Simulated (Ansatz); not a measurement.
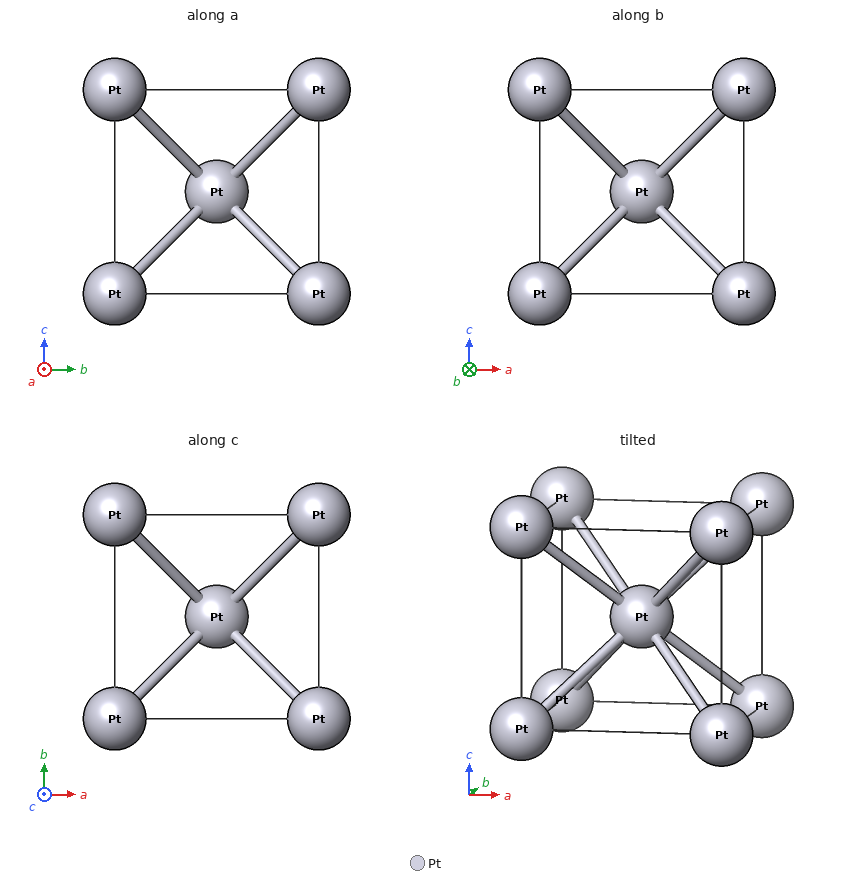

The crystal in a ball-and-stick representation, seen along the a axis, along the b axis, along the c axis and slightly off an axis. One conventional unit cell is framed, with atoms on its boundary repeated.

Lattice parameters: a = 3.103 Å, b = 3.103 Å, c = 3.103 Å, α = 90.00°, β = 90.00°, γ = 90.00°. Put a along x and b in the xy plane.

> Transcribe the picture into a POSCAR file.

```
Pt
1.0
     3.103    0.000    0.000
     0.000    3.103    0.000
     0.000    0.000    3.103
Pt
2
Direct
  0.0000 0.0000 0.0000
  0.5000 0.5000 0.5000
```

The structure was taken from a structure type filled with this element by a generator (whether the element takes this form wasn't checked). Earlier steps of the study may have refined or changed the cell and positions. It went into a calculation with Ansatz.
